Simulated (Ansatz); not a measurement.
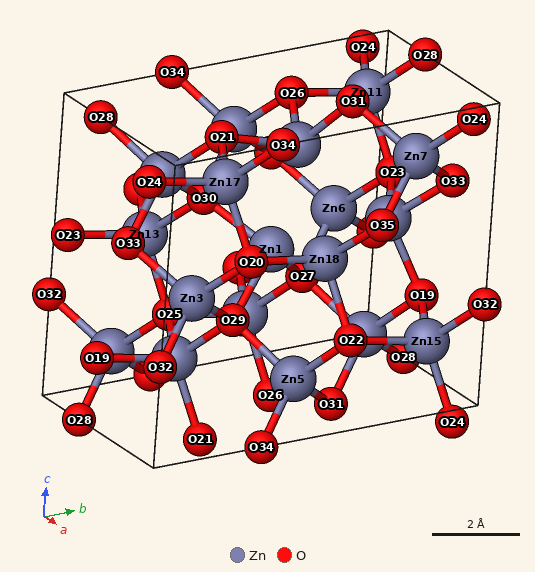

Starting structure of a defect cell of composition Zn$_{18}$O$_{17}$ (cell charge +2). The picture is a ball-and-stick view of the cell of the calculation (origin shifted), seen slightly off an axis.

Case: O vacancy (site b), charge +2, atoms relaxed at the host's cell.

Method: DFT r2SCAN, scalar-relativistic, plane waves, PAW in Ansatz.

(plane-wave cutoff 500 eV; k-point mesh 2 × 2 × 2; occupations gaussian; smearing width 0.01 eV; mesh shifted by (0.5, 0.5, 0.5); no spin polarisation; atoms relaxed in a fixed cell; force threshold 0.025 eV/Å; at most 45 steps)

```xyz
35
Lattice="4.8523 2.8015 5.2123 -4.8523 2.8015 5.2123 0.0000 -5.6030 5.2123" Properties=species:S:1:pos:R:3 pbc="T T T"
Zn   -0.0007   -1.8563    8.0680
Zn   -1.6013    0.9395    7.8089
Zn    3.2325   -1.8780    7.8069
Zn    1.6290    0.9480    2.5955
Zn    1.6063    0.9398    7.8080
Zn   -3.2277   -1.8776    7.8082
Zn    0.0027    3.7388    7.8243
Zn    0.0023   -1.8649    2.6109
Zn   -1.6241    0.9477    2.5959
Zn   -1.6046   -0.9367    5.2362
Zn   -3.2225    1.8769    5.2152
Zn    1.6088   -0.9367    5.2357
Zn    0.0026   -3.7196    5.2358
Zn    0.0066    2.0459    5.1361
Zn    0.0022    1.8591   10.4264
Zn   -1.4398   -1.0055   10.3191
Zn    3.2276    1.8767    5.2148
Zn    1.4705   -1.0057   10.3343
O    -1.6125    0.9032    9.8028
O     3.2067   -1.8506    9.8017
O     1.5922    0.9571    4.5902
O     1.6167    0.9037    9.8020
O    -3.2016   -1.8503    9.8025
O     0.0026    3.7384    9.7987
O     0.0020   -1.8643    4.5824
O    -1.5878    0.9568    4.5903
O    -1.5777   -0.9519    7.2283
O    -3.2289    1.8730    7.1948
O     1.5823   -0.9520    7.2282
O     0.0025   -3.6888    7.2283
O     0.0023    1.8886    7.1334
O     0.0024    1.8664   12.4060
O    -1.5996   -0.9399   12.3449
O     3.2339    1.8731    7.1944
O     1.6047   -0.9396   12.3451
```

> Predict the outcome.

The largest move is that of Zn1, 0.75 Å along [−1 −1 −1]. Largest moves by element: Zn 0.75 Å, O 0.09 Å. The lattice vectors keep their values. Some distances before and after: Zn16–O33 2.033 → 1.890 Å, Zn16–O23 2.021 → 1.887 Å, Zn14–O26 2.007 → 1.887 Å, Zn1–O30 2.016 → 1.898 Å. Among the angles between lasting bonds that change: Zn1–O29–Zn12 115.6° → 95.8°, Zn12–O19–Zn16 116.7° → 100.1°, Zn12–O21–Zn14 115.7° → 100.1°. Over 6 accepted moves (7 points after the start) the energy falls by 2.447 eV per cell of the calculation. Largest force component: 1.6 eV/Å at the start, 0.012 eV/Å at the end. 1 step only repeated the SCF at the same geometry. Cost: 2.3 min on 8 threads of Intel(R) Xeon(R) Processor @ 2.70GHz, on a shared host, peak memory 2.6 GiB.

Step by step:

```tsv
step	E − E(0), meV/atom	largest force component, eV/Å	note
0	0.00	1.6153	
1	-19.57	1.7883	
2	-42.60	1.4637	
3	-60.65	0.5751	
4	-69.16	0.1601	
5	-69.61	0.1270	
6	-69.92	0.0118	
7	-69.92	0.0118	same geometry, SCF repeated
```

After the run, drawn alike:

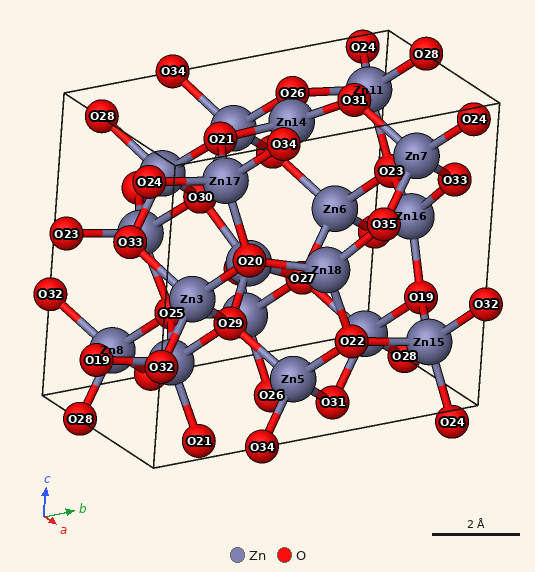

Limits of the set-up: the periodic images lie only 7.7 Å apart, so the values are limited by the cell's size; the cell is charged, on a uniform background, and energies carry no finite-size correction.
